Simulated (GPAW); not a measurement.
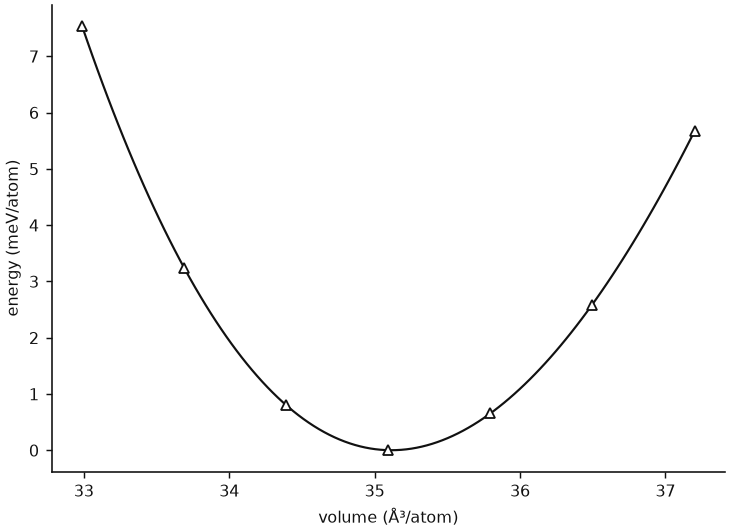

Plotted: energy against volume for RbCl, space group Fm-3m (No. 225).

Starting cell:
```cif
data_structure
_symmetry_space_group_name_H-M 'P 1'
_symmetry_Int_Tables_number 1
_cell_length_a 4.6301
_cell_length_b 4.6301
_cell_length_c 4.6301
_cell_angle_alpha 60.000
_cell_angle_beta 60.000
_cell_angle_gamma 60.000
_cell_volume 70.19
loop_
_atom_site_label
_atom_site_type_symbol
_atom_site_fract_x
_atom_site_fract_y
_atom_site_fract_z
_atom_site_occupancy
Rb1 Rb 0.00000 0.00000 0.00000 1
Cl1 Cl 0.50000 0.50000 0.50000 1
```

How it was computed, with GPAW 26.7.0: PAW DFT in plane waves, on a grid or in atomic orbitals, no spin polarisation; energies at scaled volumes of the given cell, shape and fractions fixed, counted from the fit's minimum, third-order Birch-Murnaghan fit. Level: PBEsol.

| setting | value |
| --- | --- |
| k mesh | 7×7×7 |
| occupations | Fermi–Dirac |
| smearing width | 0.05 eV |
| potentials | PAW data sets made by gpaw setup for the functional |
| wave cutoff | 600 eV |
| program settings | basis pw |

This calculation gives: equilibrium volume 35.12 Å³/atom and bulk modulus 16.5 GPa.

Now Rb is replaced by Ag on all its sites, which gives AgCl in the same structure. The second calculation uses k mesh 8×8×8. What happens?

The equilibrium volume falls from 35.12 to 20.28 Å³/atom (−42 %) and the bulk modulus rises from 16.5 to 56.4 GPa (+242 %).

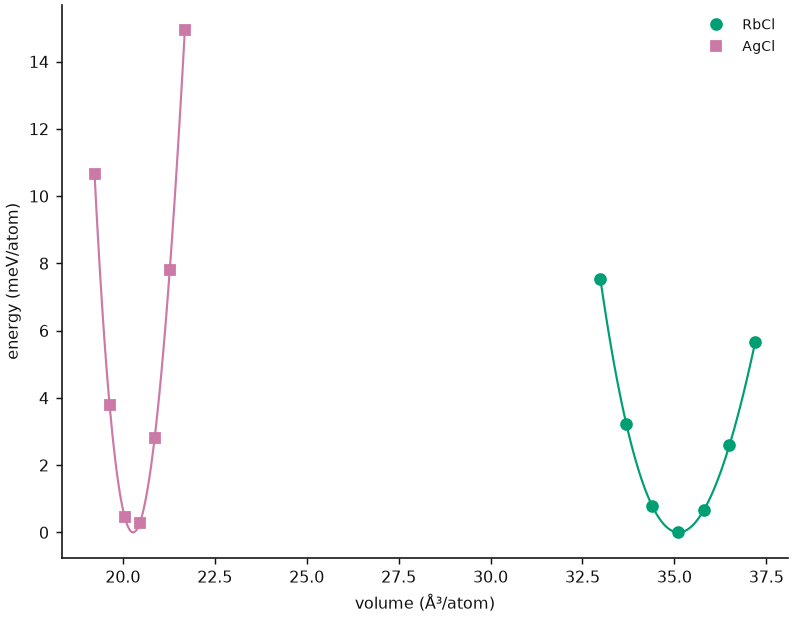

The two results together.

V0 and the bulk modulus come from third-order Birch–Murnaghan fits.
